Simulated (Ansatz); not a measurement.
**Si₂₆N (cell with a defect): density, localisation and related maps**

Input

```
crystal:
  lattice:
    - [0.0, -8.204514978, -8.204514978]
    - [-8.204514978, -8.204514978, 0.0]
    - [-8.204514978, 0.0, -8.204514978]
  atoms:
    - { symbol: "N", position: [0.4155988689, 0.411114718, 0.4209000633] }
    - { symbol: Si, position: [0.4166666667, 0.0833333333, 0.4166666667] }
    - { symbol: Si, position: [0.4166666667, 0.75, 0.4166666667] }
    - { symbol: Si, position: [0.4166666667, 0.4166666667, 0.0833333333] }
    - { symbol: Si, position: [0.4166666667, 0.0833333333, 0.0833333333] }
    - { symbol: Si, position: [0.4166666667, 0.75, 0.0833333333] }
    - { symbol: Si, position: [0.4166666667, 0.4166666667, 0.75] }
    - { symbol: Si, position: [0.4166666667, 0.0833333333, 0.75] }
    - { symbol: Si, position: [0.4166666667, 0.75, 0.75] }
    - { symbol: Si, position: [0.0833333333, 0.4166666667, 0.4166666667] }
    - { symbol: Si, position: [0.0833333333, 0.0833333333, 0.4166666667] }
    - { symbol: Si, position: [0.0833333333, 0.75, 0.4166666667] }
    - { symbol: Si, position: [0.0833333333, 0.4166666667, 0.0833333333] }
    - { symbol: Si, position: [0.0833333333, 0.0833333333, 0.0833333333] }
    - { symbol: Si, position: [0.0833333333, 0.75, 0.0833333333] }
    - { symbol: Si, position: [0.0833333333, 0.4166666667, 0.75] }
    - { symbol: Si, position: [0.0833333333, 0.0833333333, 0.75] }
    - { symbol: Si, position: [0.0833333333, 0.75, 0.75] }
    - { symbol: Si, position: [0.75, 0.4166666667, 0.4166666667] }
    - { symbol: Si, position: [0.75, 0.0833333333, 0.4166666667] }
    - { symbol: Si, position: [0.75, 0.75, 0.4166666667] }
    - { symbol: Si, position: [0.75, 0.4166666667, 0.0833333333] }
    - { symbol: Si, position: [0.75, 0.0833333333, 0.0833333333] }
    - { symbol: Si, position: [0.75, 0.75, 0.0833333333] }
    - { symbol: Si, position: [0.75, 0.4166666667, 0.75] }
    - { symbol: Si, position: [0.75, 0.0833333333, 0.75] }
    - { symbol: Si, position: [0.75, 0.75, 0.75] }
    - { symbol: Si, position: [0.4991887213, 0.4978573565, 0.4986481685] }
    - { symbol: "N", position: [0.4981744573, 0.1721211537, 0.5059032169] }
    - { symbol: Si, position: [0.5, 0.8333333333, 0.5] }
    - { symbol: Si, position: [0.5077310437, 0.4959908684, 0.1591662145] }
    - { symbol: Si, position: [0.5, 0.1666666667, 0.1666666667] }
    - { symbol: Si, position: [0.5, 0.8333333333, 0.1666666667] }
    - { symbol: Si, position: [0.5, 0.5, 0.8333333333] }
    - { symbol: Si, position: [0.5, 0.1666666667, 0.8333333333] }
    - { symbol: Si, position: [0.5, 0.8333333333, 0.8333333333] }
    - { symbol: Si, position: [0.1722954472, 0.498179928, 0.4974000261] }
    - { symbol: Si, position: [0.1666666667, 0.1666666667, 0.5] }
    - { symbol: Si, position: [0.1666666667, 0.8333333333, 0.5] }
    - { symbol: Si, position: [0.1666666667, 0.5, 0.1666666667] }
    - { symbol: Si, position: [0.1666666667, 0.1666666667, 0.1666666667] }
    - { symbol: Si, position: [0.1666666667, 0.8333333333, 0.1666666667] }
    - { symbol: Si, position: [0.1666666667, 0.5, 0.8333333333] }
    - { symbol: Si, position: [0.1666666667, 0.1666666667, 0.8333333333] }
    - { symbol: Si, position: [0.1666666667, 0.8333333333, 0.8333333333] }
    - { symbol: Si, position: [0.8333333333, 0.5, 0.5] }
    - { symbol: Si, position: [0.8333333333, 0.1666666667, 0.5] }
    - { symbol: Si, position: [0.8333333333, 0.8333333333, 0.5] }
    - { symbol: Si, position: [0.8333333333, 0.5, 0.1666666667] }
    - { symbol: Si, position: [0.8333333333, 0.1666666667, 0.1666666667] }
    - { symbol: Si, position: [0.8333333333, 0.8333333333, 0.1666666667] }
    - { symbol: Si, position: [0.8333333333, 0.5, 0.8333333333] }
    - { symbol: Si, position: [0.8333333333, 0.1666666667, 0.8333333333] }
    - { symbol: Si, position: [0.8333333333, 0.8333333333, 0.8333333333] }
  host:
    lattice:
      - [0.0, 2.734838326, 2.734838326]
      - [2.734838326, 0.0, 2.734838326]
      - [2.734838326, 2.734838326, 0.0]
    atoms:
      - { symbol: Si, position: [0.75, 0.75, 0.75] }
      - { symbol: Si, position: [0.5, 0.5, 0.5] }
basis:
  ecutwfc: 420
  xc_grid: 2
kpoints:
  mp_grid: { grid: [2, 2, 2], shift: [0.0, 0.0, 0.0] }
hamiltonian:
  xc: pbe
scf:
  occupations: { method: gaussian, width: 0.01 }
output:
  forces: true
  stress: false
  eigenvalues: true
  charged_corrections: { defect_position: [0.41666667, 0.41666667, 0.41666667] }
  write_density: true
  write_potential: true
  elf: true
  volumetric_format: npy
relax:
  adjacent_minimum: "off"
  f_tol: 0.025
  max_steps: 60
```

Command:

```sh
ansatz run input.yaml --threads 8 --pin off --max-ram 22528MiB --backend cpu --events-out ev --progress --plain --runs-dir out
```

The fields are those of the run's last geometry, not of the input's.

Method: DFT PBE, scalar-relativistic, plane waves, PAW (Ansatz).

The density is the valence pseudo-density of a PAW calculation; it isn't the true density close to the nuclei.

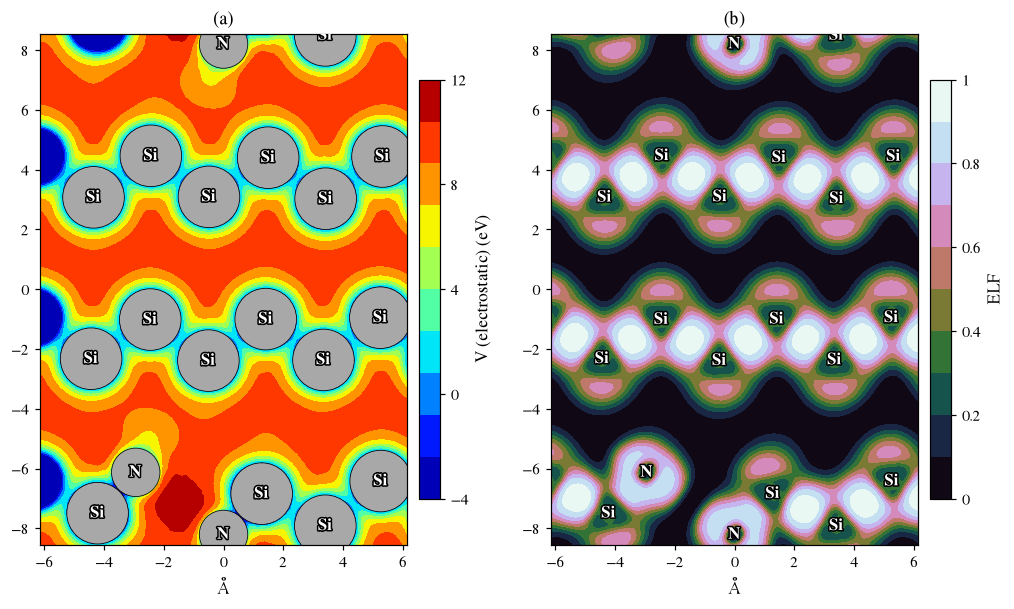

Figure 1. (a) electrostatic potential (local pseudopotential plus Hartree) felt by an electron; (b) ELF on the (101̄) plane of the calculation cell. Grey discs cover the atomic cores in the potential map.

> Interpret the plot.

Atoms in the plane: N and Si. Si–N (1.87 Å): the ELF peaks at about 0.90 between the atoms. Si–Si (2.39 Å): the ELF peaks at about 0.95 between the atoms. The ELF also peaks beside N, away from the bonds: lone-pair regions. Outside the cores the potential energy rises away from the atoms and is highest about 1.6 Å from the nearest atoms; its zero is arbitrary.

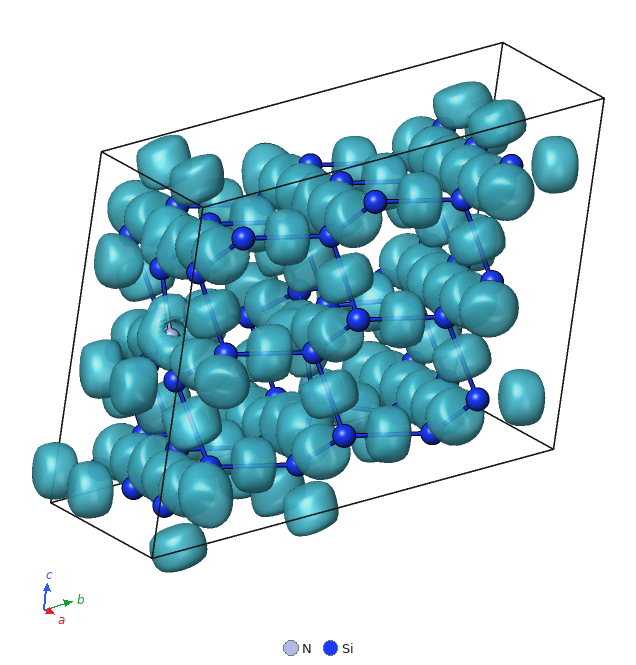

Figure 2. Isosurface of the ELF at 0.75 (cyan), seen slightly off an axis. Only the valence region is drawn (cores and ρ < 0.01 e/Å³ removed). Sticks mark near contacts.

> What do the ELF domains correspond to?

At this value the surface marks out 101 regions between bonded Si–Si atoms and two regions on N in which the atom's valence shell and bonds are merged, counted in one cell of 54 atoms. Any copies at cell faces, edges or corners count once. Profiles from the grid: Si–Si (2.36 Å): the ELF peaks at about 0.95 between the atoms.

> Does the calculation give a band gap?

It is gapless in this calculation (a metal or semimetal).
